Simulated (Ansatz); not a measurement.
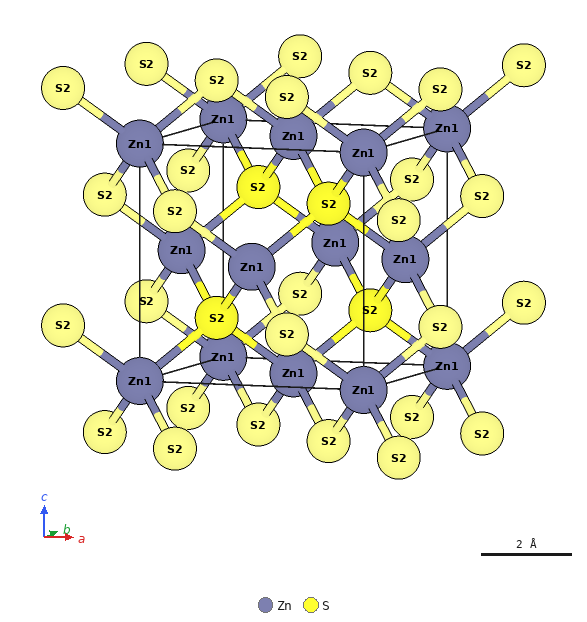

The starting structure (ball-and-stick view of the cell 4 times as large as that of the calculation, set on its symmetry axes, seen slightly off an axis; neighbours outside the cell are drawn fainter; atoms are numbered from 1 in the order of the input). Near neighbours in the crystal (not all of them lie inside the picture): Zn has 4 S at 2.32 Å; S has 4 Zn at 2.32 Å.

## ZnS: geometry relaxation (part 1 of 2)

ZnS (F-43m, 2 atoms in the cell), computed with DFT PBEsol, scalar-relativistic, plane waves, PAW, no spin polarisation (Ansatz 0.2.0).

The structure derives from an entry of the Crystallography Open Database. It belongs to a series of runs on one base structure; here: elastic and piezoelectric constants, atoms relaxed. Figures and captions count atoms from 1; the log counts them from 0 in places.

## Input
```yaml
crystal:
  lattice:
    - [0.0, 2.6782091581, 2.6782091581]
    - [2.6782091581, 0.0, 2.6782091581]
    - [2.6782091581, 2.6782091581, 0.0]
  atoms:
    - { symbol: Zn, position: [0.0, 0.0, 0.0] }
    - { symbol: S, position: [0.75, 0.75, 0.75] }
basis:
  ecutwfc: 420
  ecutrho_ratio: 4
kpoints:
  mp_grid: { grid: [12, 12, 12] }
hamiltonian:
  xc: pbesol
scf:
  occupations: { method: fixed }
output:
  forces: true
  stress: true
  eigenvalues: true
  polarization: {}
elastic:
  mode: relaxed_ion
  stencil: two_point
```

Hardware: 4 threads of Arm Neoverse V1, 24 GiB of memory available, shared host.

Launched with:
```bash
ansatz run input.yaml --threads 4 --pin off --max-ram 9216MiB --backend cpu --events-out ev --progress --plain --runs-dir out
```

## The program's output
```
Engine: ansatz 0.2.0, aarch64-unknown-linux-gnu
Pseudopotentials: kind: paw
Pseudopotential: Zn, paw, valence charge 12, recommended cutoff 420 eV (normal), Zn.paw.azcp
Pseudopotential: S, paw, valence charge 6, recommended cutoff 420 eV (normal), S.paw.azcp
Functional definition: PBEsol
  exchange = pbesol_x
  correlation = pbesol_c
Crystal: 2 atoms, lattice volume = 38.421 Å³
Basis set: ecut = 420 eV, 749 PW (Γ), exchange–correlation on 54×54×54 points (8 copies of the dense FFT grid, shifted against one another)
Bands: 13, of which v1, the nominal top of the filled ones, is band 9 counted from 1 (8 counted from 0)
Symmetry: 24 space group operations
Space group: F-43m (ITA 216), of the structure as read, at distance tolerance 3.4e-5 Å
k-points: 72 of 1728 (time reversal used)
Non-local potential: Zn, projectors of the file, l = 0: 2, l = 1: 2, l = 2: 3, l = 3: 1
Non-local potential: S, projectors of the file, l = 0: 2, l = 1: 2, l = 2: 2
PAW form: soft (Blöchl's): semilocal exchange-correlation on the pseudo side does not see the compensation charge
PAW frozen core: Zn, regenerated for the run's functional, and the local potential with it (the file was generated under x = pbe(κ = 0.804, μ = 0.2195149727645171), c = pbe(β = 0.06672455060314922))
PAW frozen core: S, regenerated for the run's functional, and the local potential with it (the file was generated under x = pbe(κ = 0.804, μ = 0.2195149727645171), c = pbe(β = 0.06672455060314922))
PAW one-centre angular grid: Zn, 590 points (default); XC on 64 Gauss nodes
PAW one-centre angular grid: S, 110 points (default); XC on 64 Gauss nodes
Initial density: superposition of atomic densities (neutral atoms: chi_scale 0, normalization atom), corrected by the library's trained network
Initial wavefunctions: pseudopotential atomic-orbital guess
Functional: x = pbesol(κ = 0.804, μ = 0.12345679012345678), c = pbesol(β = 0.046)
SCF iter   1: F=—  HF=-4167.445026 eV  |F-HF|=—  |Δ(HF+E_count)|=         —  Δρ=5.58e-3  dr2=1.39e-2  ethr=1.77e-3  ⟨swp⟩=5.1  Hψ=5035  notcnv=0  defer=134
preconditioner: auto → none  [insulator: Δε(μ)=2.031 eV  Ē_g=12.223 eV  n_scr=14 (ndim 8)  ℏωp=25.4 eV  f_vac=0.023  ε∞_Penn≈5.3]
SCF iter   2: F=—  HF=-4167.440471 eV  |F-HF|=—  |Δ(HF+E_count)|=   4.56e-3  Δρ=8.98e-4  dr2=1.60e-4  ethr=7.70e-5  ⟨swp⟩=3.0  Hψ=2307  notcnv=0  defer=139
SCF iter   3: F=—  HF=-4167.440500 eV  |F-HF|=—  |Δ(HF+E_count)|=   2.90e-5  Δρ=7.67e-4  dr2=1.23e-4  ethr=8.89e-7  ⟨swp⟩=2.0  Hψ=1657  notcnv=0  defer=139
SCF iter   4: F=—  HF=-4167.440506 eV  |F-HF|=—  |Δ(HF+E_count)|=   6.49e-6  Δρ=2.44e-4  dr2=1.76e-5  ethr=6.84e-7  ⟨swp⟩=2.0  Hψ=1585  notcnv=0  defer=89
SCF iter   5: F=—  HF=-4167.440509 eV  |F-HF|=—  |Δ(HF+E_count)|=   2.73e-6  Δρ=3.38e-5  dr2=2.57e-7  ethr=9.79e-8  ⟨swp⟩=2.0  Hψ=1508  notcnv=0
SCF iter   6: F=—  HF=-4167.440509 eV  |F-HF|=—  |Δ(HF+E_count)|=   3.27e-7  Δρ=3.83e-6  dr2=2.93e-9  ethr=1.43e-9  ⟨swp⟩=2.0  Hψ=1555  notcnv=0
SCF iter   7: F=—  HF=-4167.440509 eV  |F-HF|=—  |Δ(HF+E_count)|=   4.33e-9  Δρ=1.66e-7  dr2=7.83e-12  ethr=1.63e-11  ⟨swp⟩=2.0  Hψ=1572  notcnv=0
SCF iter   8: F=—  HF=-4167.440509 eV  |F-HF|=—  |Δ(HF+E_count)|=  2.46e-11  Δρ=2.44e-8  dr2=1.34e-13  ethr=4.35e-14 (applied; sched 1.00e-12)  ⟨swp⟩=2.0  Hψ=1583  notcnv=0
SCF iter   9: F=-4167.440509 eV  HF=-4167.440509 eV  |F-HF|=9.09e-13  |Δ(HF+E_count)|=  1.82e-12  Δρ=1.41e-9  dr2=6.13e-16  ethr=1.00e-12  ⟨swp⟩=5.0  Hψ=4242  notcnv=0
SCF 1 converged in 9 iterations: F = -4167.440509 eV  dr2 = 6.13e-16
  greatest PAW one-centre occupation: 0.983 electrons in one spin orbital (limit 2), on the Zn atom at site 0 (counted from 0), in its partial waves of l = 2
Crystal: 2 atoms, lattice volume = 38.344 Å³
Basis set: ecut = 420 eV, 741 PW (Γ), exchange–correlation on 54×54×54 points (8 copies of the dense FFT grid, shifted against one another)
Symmetry: 8 space group operations
k-points: 163 of 1728 (time reversal used)
Initial density: handed on by an earlier stage of this run
Initial wavefunctions: pseudopotential atomic-orbital guess (no wavefunctions were taken with the density)
iter 1 solved again at ethr=1.40e-5 eV; its pass at ethr=3.10e-3 eV (dr2=2.52e-3 eV) is discarded
SCF iter   1: F=—  HF=-4167.441556 eV  |F-HF|=—  |Δ(HF+E_count)|=         —  Δρ=4.56e-3  dr2=2.81e-3  ethr=1.40e-5  ⟨swp⟩=2.5  Hψ=15463  notcnv=0  defer=315
preconditioner: auto → none  [insulator: Δε(μ)=2.070 eV  Ē_g=12.210 eV  n_scr=14 (ndim 8)  ℏωp=25.4 eV  f_vac=0.018  ε∞_Penn≈5.3]
SCF iter   2: F=—  HF=-4167.440732 eV  |F-HF|=—  |Δ(HF+E_count)|=   8.24e-4  Δρ=1.41e-3  dr2=3.82e-4  ethr=1.40e-5  ⟨swp⟩=2.0  Hψ=3752  notcnv=0  defer=324
SCF iter   3: F=—  HF=-4167.440479 eV  |F-HF|=—  |Δ(HF+E_count)|=   2.53e-4  Δρ=1.00e-3  dr2=8.34e-5  ethr=2.12e-6  ⟨swp⟩=2.0  Hψ=3749  notcnv=0  defer=326
SCF iter   4: F=—  HF=-4167.440460 eV  |F-HF|=—  |Δ(HF+E_count)|=   1.93e-5  Δρ=2.64e-4  dr2=5.80e-6  ethr=4.63e-7  ⟨swp⟩=2.0  Hψ=3168  notcnv=0  defer=1
SCF iter   5: F=—  HF=-4167.440462 eV  |F-HF|=—  |Δ(HF+E_count)|=   1.85e-6  Δρ=7.06e-5  dr2=8.09e-7  ethr=3.22e-8  ⟨swp⟩=2.1  Hψ=3345  notcnv=0
SCF iter   6: F=—  HF=-4167.440462 eV  |F-HF|=—  |Δ(HF+E_count)|=   2.19e-7  Δρ=6.65e-6  dr2=8.28e-9  ethr=4.50e-9  ⟨swp⟩=2.4  Hψ=3690  notcnv=0
SCF iter   7: F=—  HF=-4167.440462 eV  |F-HF|=—  |Δ(HF+E_count)|=   3.29e-9  Δρ=3.14e-7  dr2=1.73e-11  ethr=4.60e-11  ⟨swp⟩=2.0  Hψ=3202  notcnv=0
SCF iter   8: F=—  HF=-4167.440462 eV  |F-HF|=—  |Δ(HF+E_count)|=  2.00e-11  Δρ=2.42e-8  dr2=1.22e-13  ethr=9.61e-14 (applied; sched 1.00e-12)  ⟨swp⟩=2.4  Hψ=3531  notcnv=0
SCF iter   9: F=-4167.440462 eV  HF=-4167.440462 eV  |F-HF|=9.09e-13  |Δ(HF+E_count)|=  9.09e-13  Δρ=2.28e-9  dr2=2.41e-15  ethr=1.00e-12  ⟨swp⟩=4.0  Hψ=6872  notcnv=0
SCF 2 converged in 9 iterations: F = -4167.440462 eV  dr2 = 2.41e-15
NSCF: frozen V_eff on 166 k-points
Crystal: 2 atoms, lattice volume = 38.497 Å³
iter 1 solved again at ethr=1.73e-5 eV; its pass at ethr=3.10e-3 eV (dr2=3.12e-3 eV) is discarded
SCF iter   1: F=—  HF=-4167.441546 eV  |F-HF|=—  |Δ(HF+E_count)|=         —  Δρ=4.52e-3  dr2=2.77e-3  ethr=1.73e-5  ⟨swp⟩=2.7  Hψ=15421  notcnv=0  defer=316
preconditioner: auto → none  [insulator: Δε(μ)=2.096 eV  Ē_g=12.291 eV  n_scr=14 (ndim 8)  ℏωp=25.4 eV  f_vac=0.018  ε∞_Penn≈5.3]
SCF iter   2: F=—  HF=-4167.440719 eV  |F-HF|=—  |Δ(HF+E_count)|=   8.27e-4  Δρ=1.38e-3  dr2=3.62e-4  ethr=1.54e-5  ⟨swp⟩=2.0  Hψ=3751  notcnv=0  defer=324
SCF iter   3: F=—  HF=-4167.440477 eV  |F-HF|=—  |Δ(HF+E_count)|=   2.42e-4  Δρ=9.94e-4  dr2=8.36e-5  ethr=2.01e-6  ⟨swp⟩=2.0  Hψ=3750  notcnv=0  defer=325
SCF iter   4: F=—  HF=-4167.440457 eV  |F-HF|=—  |Δ(HF+E_count)|=   1.98e-5  Δρ=2.63e-4  dr2=5.87e-6  ethr=4.64e-7  ⟨swp⟩=2.0  Hψ=3141  notcnv=0  defer=2
SCF iter   5: F=—  HF=-4167.440459 eV  |F-HF|=—  |Δ(HF+E_count)|=   1.28e-6  Δρ=7.17e-5  dr2=8.13e-7  ethr=3.26e-8  ⟨swp⟩=2.1  Hψ=3374  notcnv=0
SCF iter   6: F=—  HF=-4167.440460 eV  |F-HF|=—  |Δ(HF+E_count)|=   1.14e-6  Δρ=5.89e-6  dr2=5.99e-9  ethr=4.51e-9  ⟨swp⟩=2.4  Hψ=3680  notcnv=0
SCF iter   7: F=—  HF=-4167.440460 eV  |F-HF|=—  |Δ(HF+E_count)|=   3.86e-9  Δρ=3.95e-7  dr2=2.56e-11  ethr=3.33e-11  ⟨swp⟩=2.0  Hψ=3259  notcnv=0
SCF iter   8: F=-4167.440460 eV  HF=-4167.440460 eV  |F-HF|=0.00e0  |Δ(HF+E_count)|=  1.36e-11  Δρ=1.86e-8  dr2=8.19e-14  ethr=1.00e-12  ⟨swp⟩=4.0  Hψ=9843  notcnv=0
SCF 3 converged in 8 iterations: F = -4167.440460 eV  dr2 = 8.19e-14
NSCF: frozen V_eff on 166 k-points
Basis set: ecut = 420 eV, 745 PW (Γ), exchange–correlation on 54×54×54 points (8 copies of the dense FFT grid, shifted against one another)
Symmetry: 4 space group operations
k-points: 280 of 1728 (time reversal used)
iter 1 solved again at ethr=3.30e-6 eV; its pass at ethr=3.10e-3 eV (dr2=5.94e-4 eV) is discarded
SCF iter   1: F=—  HF=-4167.440750 eV  |F-HF|=—  |Δ(HF+E_count)|=         —  Δρ=1.92e-3  dr2=5.60e-4  ethr=3.30e-6  ⟨swp⟩=2.0  Hψ=26906  notcnv=0  defer=538
preconditioner: auto → none  [insulator: Δε(μ)=2.081 eV  Ē_g=12.250 eV  n_scr=14 (ndim 8)  ℏωp=25.4 eV  f_vac=0.018  ε∞_Penn≈5.3]
SCF iter   2: F=—  HF=-4167.440505 eV  |F-HF|=—  |Δ(HF+E_count)|=   2.44e-4  Δρ=8.60e-4  dr2=7.47e-5  ethr=3.11e-6  ⟨swp⟩=2.9  Hψ=6473  notcnv=0  defer=559
SCF iter   3: F=—  HF=-4167.440475 eV  |F-HF|=—  |Δ(HF+E_count)|=   3.02e-5  Δρ=1.48e-4  dr2=1.79e-6  ethr=4.15e-7  ⟨swp⟩=2.7  Hψ=6360  notcnv=0  defer=18
SCF iter   4: F=—  HF=-4167.440475 eV  |F-HF|=—  |Δ(HF+E_count)|=   3.91e-7  Δρ=2.40e-5  dr2=4.21e-8  ethr=9.93e-9  ⟨swp⟩=2.2  Hψ=5625  notcnv=0
SCF iter   5: F=—  HF=-4167.440475 eV  |F-HF|=—  |Δ(HF+E_count)|=   3.69e-8  Δρ=8.77e-6  dr2=1.86e-8  ethr=2.34e-10  ⟨swp⟩=2.0  Hψ=5912  notcnv=0
SCF iter   6: F=—  HF=-4167.440475 eV  |F-HF|=—  |Δ(HF+E_count)|=   6.71e-9  Δρ=3.51e-6  dr2=2.87e-9  ethr=1.04e-10  ⟨swp⟩=2.0  Hψ=5880  notcnv=0
SCF iter   7: F=—  HF=-4167.440475 eV  |F-HF|=—  |Δ(HF+E_count)|=   1.06e-9  Δρ=7.51e-7  dr2=1.30e-10  ethr=1.59e-11  ⟨swp⟩=2.1  Hψ=5258  notcnv=0
SCF iter   8: F=—  HF=-4167.440475 eV  |F-HF|=—  |Δ(HF+E_count)|=  1.55e-11  Δρ=1.09e-7  dr2=2.57e-12  ethr=7.23e-13 (applied; sched 1.00e-12)  ⟨swp⟩=2.0  Hψ=5845  notcnv=0
SCF iter   9: F=-4167.440475 eV  HF=-4167.440475 eV  |F-HF|=1.82e-12  |Δ(HF+E_count)|=  1.82e-12  Δρ=1.59e-8  dr2=4.52e-14  ethr=1.00e-12  ⟨swp⟩=3.5  Hψ=15940  notcnv=0
SCF 4 converged in 9 iterations: F = -4167.440475 eV  dr2 = 4.52e-14
relax step   1: F+E_penalty+E_count = -4167.44047482 eV  Δ(F+E_penalty+E_count) = +0.000e0 eV  max|allowed force component| = 1.221e-2 eV/Å  Δτ_max = 0.0000 Å  (9 SCF iters, accepted)
Initial wavefunctions: those handed on with the density
iter 1 solved again at ethr=9.76e-10 eV; its pass at ethr=3.10e-3 eV (dr2=1.76e-7 eV) is discarded
SCF iter   1: F=—  HF=-4167.440476 eV  |F-HF|=—  |Δ(HF+E_count)|=         —  Δρ=2.97e-5  dr2=1.85e-7  ethr=9.76e-10  ⟨swp⟩=3.0  Hψ=20953  notcnv=0  defer=5
SCF iter   2: F=—  HF=-4167.440481 eV  |F-HF|=—  |Δ(HF+E_count)|=   5.18e-6  Δρ=1.17e-5  dr2=2.16e-8  ethr=9.76e-10  ⟨swp⟩=2.3  Hψ=5620  notcnv=0  defer=5
SCF iter   3: F=—  HF=-4167.440481 eV  |F-HF|=—  |Δ(HF+E_count)|=   1.54e-9  Δρ=2.39e-6  dr2=8.99e-10  ethr=1.20e-10  ⟨swp⟩=2.0  Hψ=6074  notcnv=0  defer=5
SCF iter   4: F=—  HF=-4167.440481 eV  |F-HF|=—  |Δ(HF+E_count)|=  3.55e-10  Δρ=3.99e-7  dr2=3.94e-11  ethr=5.00e-12  ⟨swp⟩=2.5  Hψ=6133  notcnv=0  defer=5
SCF iter   5: F=—  HF=-4167.440481 eV  |F-HF|=—  |Δ(HF+E_count)|=  1.82e-12  Δρ=2.18e-7  dr2=1.13e-11  ethr=2.19e-13 (applied; sched 1.00e-12)  ⟨swp⟩=2.0  Hψ=5883  notcnv=0  defer=5
SCF iter   6: F=—  HF=-4167.440481 eV  |F-HF|=—  |Δ(HF+E_count)|=  4.55e-12  Δρ=7.23e-8  dr2=1.08e-12  ethr=6.29e-14 (applied; sched 1.00e-12)  ⟨swp⟩=2.0  Hψ=5880  notcnv=0  defer=5
SCF iter   7: F=-4167.440481 eV  HF=-4167.440481 eV  |F-HF|=1.82e-12  |Δ(HF+E_count)|=  9.09e-13  Δρ=1.38e-8  dr2=3.47e-14  ethr=1.00e-12  ⟨swp⟩=3.2  Hψ=15011  notcnv=0
SCF 5 converged in 7 iterations: F = -4167.440481 eV  dr2 = 3.47e-14
relax step   2: F+E_penalty+E_count = -4167.44048123 eV  Δ(F+E_penalty+E_count) = -6.419e-6 eV  max|allowed force component| = 8.370e-3 eV/Å  Δτ_max = 0.0003 Å  (7 SCF iters, accepted)
SCF iter   1: F=—  HF=-4167.440482 eV  |F-HF|=—  |Δ(HF+E_count)|=         —  Δρ=6.45e-5  dr2=8.72e-7  ethr=4.88e-8  ⟨swp⟩=4.0  Hψ=15686  notcnv=0  defer=555
preconditioner: auto → none  [insulator: Δε(μ)=2.080 eV  Ē_g=12.250 eV  n_scr=14 (ndim 8)  ℏωp=25.4 eV  f_vac=0.018  ε∞_Penn≈5.3]
SCF iter   2: F=—  HF=-4167.440487 eV  |F-HF|=—  |Δ(HF+E_count)|=   4.56e-6  Δρ=2.58e-5  dr2=1.04e-7  ethr=4.84e-9  ⟨swp⟩=2.2  Hψ=8113  notcnv=0  defer=7
SCF iter   3: F=—  HF=-4167.440487 eV  |F-HF|=—  |Δ(HF+E_count)|=   7.28e-9  Δρ=5.10e-6  dr2=4.08e-9  ethr=5.76e-10  ⟨swp⟩=2.1  Hψ=6076  notcnv=0  defer=7
SCF iter   4: F=—  HF=-4167.440487 eV  |F-HF|=—  |Δ(HF+E_count)|=   1.65e-9  Δρ=7.57e-7  dr2=1.42e-10  ethr=2.27e-11  ⟨swp⟩=2.3  Hψ=6179  notcnv=0  defer=7
SCF iter   5: F=—  HF=-4167.440487 eV  |F-HF|=—  |Δ(HF+E_count)|=  1.82e-12  Δρ=1.60e-7  dr2=4.00e-12  ethr=7.91e-13 (applied; sched 1.00e-12)  ⟨swp⟩=2.0  Hψ=4564  notcnv=0  defer=7
SCF iter   6: F=—  HF=-4167.440487 eV  |F-HF|=—  |Δ(HF+E_count)|=    0.00e0  Δρ=4.86e-8  dr2=4.75e-13  ethr=2.22e-14 (applied; sched 1.00e-12)  ⟨swp⟩=2.0  Hψ=5922  notcnv=0  defer=7
SCF iter   7: F=-4167.440487 eV  HF=-4167.440487 eV  |F-HF|=9.09e-13  |Δ(HF+E_count)|=  9.09e-13  Δρ=2.10e-8  dr2=9.67e-14  ethr=1.00e-12  ⟨swp⟩=4.8  Hψ=12723  notcnv=0
SCF 6 converged in 7 iterations: F = -4167.440487 eV  dr2 = 9.67e-14
relax step   3: F+E_penalty+E_count = -4167.44048693 eV  Δ(F+E_penalty+E_count) = -5.697e-6 eV  max|allowed force component| = 2.041e-7 eV/Å  Δτ_max = 0.0007 Å  (7 SCF iters, accepted)
iter 1 solved again at ethr=1.00e-12 eV; its pass at ethr=3.10e-3 eV (dr2=6.91e-12 eV) is discarded
SCF iter   1: F=—  HF=-4167.440482 eV  |F-HF|=—  |Δ(HF+E_count)|=         —  Δρ=2.98e-7  dr2=8.09e-12  ethr=1.00e-12  ⟨swp⟩=2.1  Hψ=20808  notcnv=0  defer=4
SCF iter   2: F=—  HF=-4167.440487 eV  |F-HF|=—  |Δ(HF+E_count)|=   5.24e-6  Δρ=1.64e-7  dr2=3.74e-12  ethr=4.50e-14 (applied; sched 1.00e-12)  ⟨swp⟩=3.0  Hψ=8680  notcnv=0  defer=4
SCF iter   3: F=—  HF=-4167.440487 eV  |F-HF|=—  |Δ(HF+E_count)|=    0.00e0  Δρ=1.04e-7  dr2=1.06e-12  ethr=2.08e-14 (applied; sched 1.00e-12)  ⟨swp⟩=2.1  Hψ=5814  notcnv=0  defer=4
SCF iter   4: F=—  HF=-4167.440487 eV  |F-HF|=—  |Δ(HF+E_count)|=    0.00e0  Δρ=7.78e-8  dr2=5.72e-13  ethr=5.91e-15 (applied; sched 1.00e-12)  ⟨swp⟩=1.0  Hψ=3640  notcnv=0  defer=4
SCF iter   5: F=—  HF=-4167.440487 eV  |F-HF|=—  |Δ(HF+E_count)|=  9.09e-13  Δρ=5.00e-8  dr2=2.33e-13  ethr=3.18e-15 (applied; sched 1.00e-12)  ⟨swp⟩=1.0  Hψ=3640  notcnv=0  defer=4
SCF iter   6: F=-4167.440487 eV  HF=-4167.440487 eV  |F-HF|=9.09e-13  |Δ(HF+E_count)|=    0.00e0  Δρ=1.75e-8  dr2=2.69e-14  ethr=1.00e-12  ⟨swp⟩=4.0  Hψ=12319  notcnv=0
SCF 7 converged in 6 iterations: F = -4167.440487 eV  dr2 = 2.69e-14
NSCF: frozen V_eff on 283 k-points
iter 1 solved again at ethr=3.30e-6 eV; its pass at ethr=3.10e-3 eV (dr2=5.94e-4 eV) is discarded
SCF iter   1: F=—  HF=-4167.440750 eV  |F-HF|=—  |Δ(HF+E_count)|=         —  Δρ=1.92e-3  dr2=5.60e-4  ethr=3.30e-6  ⟨swp⟩=2.0  Hψ=26902  notcnv=0  defer=534
SCF iter   2: F=—  HF=-4167.440505 eV  |F-HF|=—  |Δ(HF+E_count)|=   2.45e-4  Δρ=8.60e-4  dr2=7.47e-5  ethr=3.11e-6  ⟨swp⟩=2.9  Hψ=6471  notcnv=0  defer=559
SCF iter   3: F=—  HF=-4167.440475 eV  |F-HF|=—  |Δ(HF+E_count)|=   3.04e-5  Δρ=1.48e-4  dr2=1.79e-6  ethr=4.15e-7  ⟨swp⟩=2.7  Hψ=6366  notcnv=0  defer=15
SCF iter   4: F=—  HF=-4167.440475 eV  |F-HF|=—  |Δ(HF+E_count)|=   2.97e-7  Δρ=2.39e-5  dr2=4.11e-8  ethr=9.94e-9  ⟨swp⟩=2.2  Hψ=5623  notcnv=0
SCF iter   5: F=—  HF=-4167.440475 eV  |F-HF|=—  |Δ(HF+E_count)|=   3.58e-8  Δρ=8.05e-6  dr2=1.55e-8  ethr=2.29e-10  ⟨swp⟩=2.0  Hψ=5913  notcnv=0
SCF iter   6: F=—  HF=-4167.440475 eV  |F-HF|=—  |Δ(HF+E_count)|=   5.00e-9  Δρ=3.68e-6  dr2=3.21e-9  ethr=8.63e-11  ⟨swp⟩=2.0  Hψ=5880  notcnv=0
SCF iter   7: F=—  HF=-4167.440475 eV  |F-HF|=—  |Δ(HF+E_count)|=   1.25e-9  Δρ=8.71e-7  dr2=1.79e-10  ethr=1.78e-11  ⟨swp⟩=2.1  Hψ=5223  notcnv=0
SCF iter   8: F=—  HF=-4167.440475 eV  |F-HF|=—  |Δ(HF+E_count)|=  3.91e-11  Δρ=1.22e-7  dr2=2.83e-12  ethr=9.93e-13 (applied; sched 1.00e-12)  ⟨swp⟩=2.0  Hψ=5767  notcnv=0
SCF iter   9: F=-4167.440475 eV  HF=-4167.440475 eV  |F-HF|=9.09e-13  |Δ(HF+E_count)|=  1.82e-12  Δρ=1.52e-8  dr2=3.72e-14  ethr=1.00e-12  ⟨swp⟩=3.8  Hψ=16786  notcnv=0
SCF 8 converged in 9 iterations: F = -4167.440475 eV  dr2 = 3.72e-14
relax step   1: F+E_penalty+E_count = -4167.44047482 eV  Δ(F+E_penalty+E_count) = +0.000e0 eV  max|allowed force component| = 1.221e-2 eV/Å  Δτ_max = 0.0000 Å  (9 SCF iters, accepted)
iter 1 solved again at ethr=9.76e-10 eV; its pass at ethr=3.10e-3 eV (dr2=1.76e-7 eV) is discarded
SCF iter   1: F=—  HF=-4167.440476 eV  |F-HF|=—  |Δ(HF+E_count)|=         —  Δρ=2.97e-5  dr2=1.85e-7  ethr=9.76e-10  ⟨swp⟩=3.0  Hψ=20945  notcnv=0  defer=5
SCF iter   2: F=—  HF=-4167.440481 eV  |F-HF|=—  |Δ(HF+E_count)|=   5.18e-6  Δρ=1.17e-5  dr2=2.16e-8  ethr=9.76e-10  ⟨swp⟩=2.3  Hψ=5588  notcnv=0  defer=5
SCF iter   3: F=—  HF=-4167.440481 eV  |F-HF|=—  |Δ(HF+E_count)|=   1.54e-9  Δρ=2.39e-6  dr2=8.98e-10  ethr=1.20e-10  ⟨swp⟩=2.0  Hψ=6075  notcnv=0  defer=5
SCF iter   4: F=—  HF=-4167.440481 eV  |F-HF|=—  |Δ(HF+E_count)|=  3.51e-10  Δρ=3.97e-7  dr2=3.90e-11  ethr=4.99e-12  ⟨swp⟩=2.5  Hψ=6133  notcnv=0  defer=5
SCF iter   5: F=—  HF=-4167.440481 eV  |F-HF|=—  |Δ(HF+E_count)|=  2.73e-12  Δρ=2.15e-7  dr2=1.10e-11  ethr=2.17e-13 (applied; sched 1.00e-12)  ⟨swp⟩=2.0  Hψ=5883  notcnv=0  defer=5
SCF iter   6: F=—  HF=-4167.440481 eV  |F-HF|=—  |Δ(HF+E_count)|=  3.64e-12  Δρ=7.28e-8  dr2=1.10e-12  ethr=6.11e-14 (applied; sched 1.00e-12)  ⟨swp⟩=2.0  Hψ=5880  notcnv=0  defer=5
SCF iter   7: F=-4167.440481 eV  HF=-4167.440481 eV  |F-HF|=9.09e-13  |Δ(HF+E_count)|=  1.82e-12  Δρ=1.40e-8  dr2=3.62e-14  ethr=1.00e-12  ⟨swp⟩=3.2  Hψ=14991  notcnv=0
SCF 9 converged in 7 iterations: F = -4167.440481 eV  dr2 = 3.62e-14
```
